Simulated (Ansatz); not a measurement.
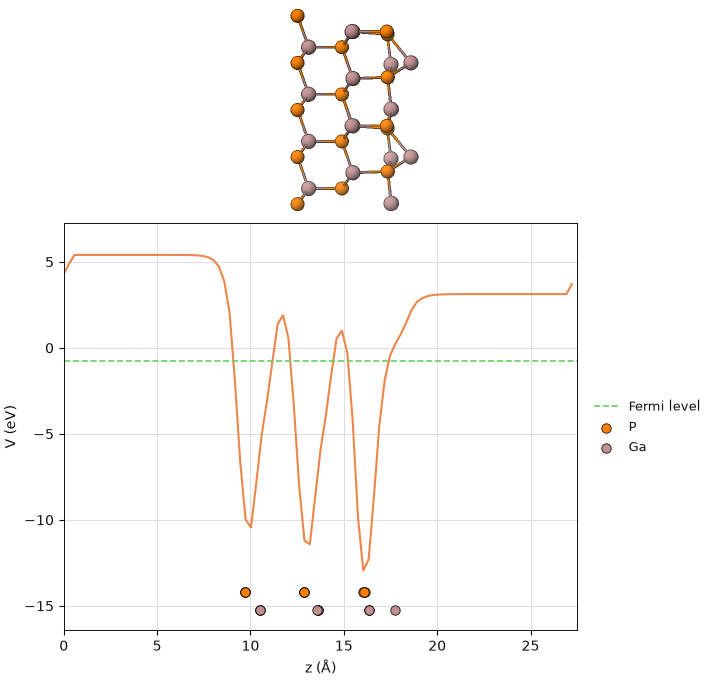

Plane-averaged electrostatic potential energy of an electron across the slab; circles at the bottom mark the heights of the atoms. The structure is drawn too.

System: a (111) slab cut from GaP (F-43m), ended by Ga above and P below, 24 atoms in the cell, the slab at its places in the relaxed adsorbed structure.

Method: DFT PBE+D3(BJ), scalar-relativistic, plane waves, PAW, no spin polarisation, 3×3×1 k mesh (Ansatz 0.2.0).

Q: What is the work function?

A: The work function is 3.91 eV at the right face and 6.19 eV at the left.

Q: How thick are slab and vacuum?

A: The outermost atoms are 8.0 Å apart, which leaves 19.5 Å of vacuum in a cell 27.5 Å high.

Q: Do the two faces differ, and what does that say about the slab's dipole?

A: The vacuum level is 2.27 eV higher at the left than at the right, so the slab carries a dipole along its normal; the ramp in the vacuum, at or near the edge of the plot, is the dipole correction that keeps each side flat.

The atoms aren't at rest in this cell (largest force 0.6 eV/Å), so the relaxed material can differ.
